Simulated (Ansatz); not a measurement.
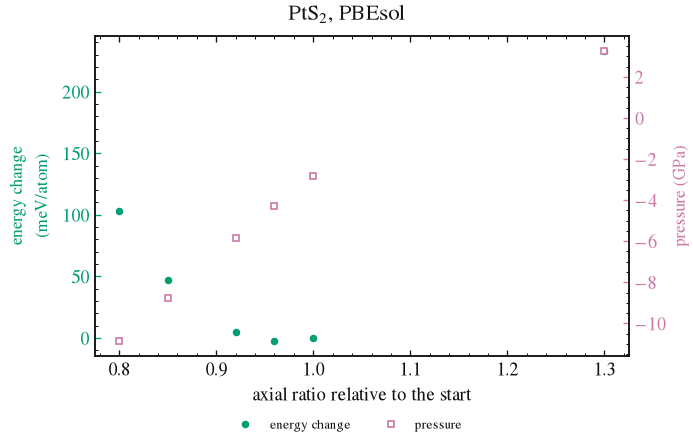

Plotted: energy change and pressure against relative axial ratio for PtS₂, space group P-3m1 (No. 164).

Structure:
```
CELL_PARAMETERS angstrom
3.54320 0.00000 0.00000
-1.77160 3.06850 0.00000
0.00000 0.00000 5.03880
ATOMIC_POSITIONS crystal
Pt 0.00000 0.00000 0.00000
S 0.33333 0.66667 0.25000
S 0.66667 0.33333 0.75000
```

Method: deformation of a crystal at fixed volume, lengths along the axis scaled against those across it, fractional coordinates fixed, by plane-wave density functional theory with PAW datasets, free energies less that of the undisturbed cell, pressure positive in compression; scalar-relativistic (Ansatz 0.2.0). Level: PBEsol, no spin polarisation.

wave cutoff 420 eV; k mesh 12×12×8; occupations Gaussian; smearing width 0.05 eV; k shift (0, 0, 0) (mesh steps); start as given; path axial; axis direction (0, 0, 1) (Cartesian unit vector).

The points at relative axial ratio 1.05, 1.10 and 1.20 are left out of the plot. What values does the calculation give there?

```json
{"axial ratio relative to the start": "1.05", "energy change (meV/atom)": "16", "pressure (GPa)": "-1.2"}
{"axial ratio relative to the start": "1.10", "energy change (meV/atom)": "43", "pressure (GPa)": "0.2"}
{"axial ratio relative to the start": "1.20", "energy change (meV/atom)": "125", "pressure (GPa)": "2.1"}
```

Limits of the calculation: gap closes along the scan on a mesh chosen for the insulator; reference crystal is not relaxed; shape and atomic fractions are frozen while scaling, which makes layered, chain and framework solids too stiff.
